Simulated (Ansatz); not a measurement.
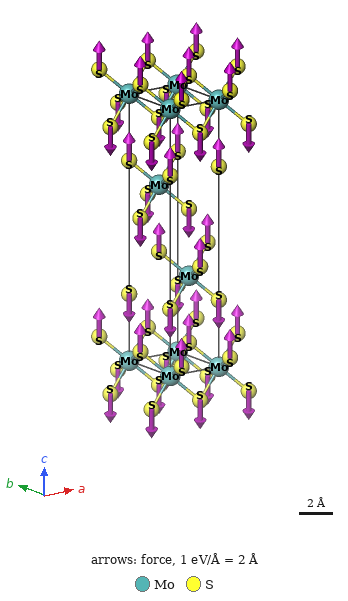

Starting geometry of crystalline MoS2 (built on the measured structure type) with the computed forces as purple arrows. The picture is a ball-and-stick view of the conventional cell (3 times the calculation's cell), seen from a free direction. Lengths and directions refer to the drawn axes.

The calculation used Ansatz 0.2.0, DFT, PBE-D3(BJ), plane waves, PAW. Settings: plane-wave cutoff 420 eV; k-point mesh 8 × 8 × 8; occupations fermi dirac; smearing width 0.02 eV; no spin polarisation; cell and atoms relaxed; force threshold 0.005 eV/Å.

Is this structure relaxed? If not, where do the atoms go?

It isn't relaxed: the largest force vector, on S atoms, is 1.00 eV/Å. The atoms end up moving mostly along the starting forces (cosine between the two patterns 1.00). The largest moves relative to the cell, 0.11 Å, are those of S atoms. Mo stays in place. The drawn cell changes as follows: a = b 3.171 → 3.139 Å (−1.0 %), c 18.345 → 17.818 Å (−2.9 %); the volume changes by −4.8 %. Some distances before and after: Mo–S 2.385 → 2.417 Å. Bond angles that change, for instance: S–Mo–S 83.3° → 81.0°, S–Mo–S 96.7° → 99.0°, Mo–S–Mo 83.3° → 81.0°. The space group stays R-3m (No. 166). The energy falls by 75.8 meV per cell of the calculation in 4 accepted moves (5 points after the start). The largest force component goes from 1 to 0.00083 eV/Å. Pressure: 4.04 GPa at the start and 0.00 GPa at the end. The SCF was repeated once at an unchanged geometry on a basis and grid sized afresh for the cell, which shifted the energy by 0.3 meV per cell of the calculation at most.
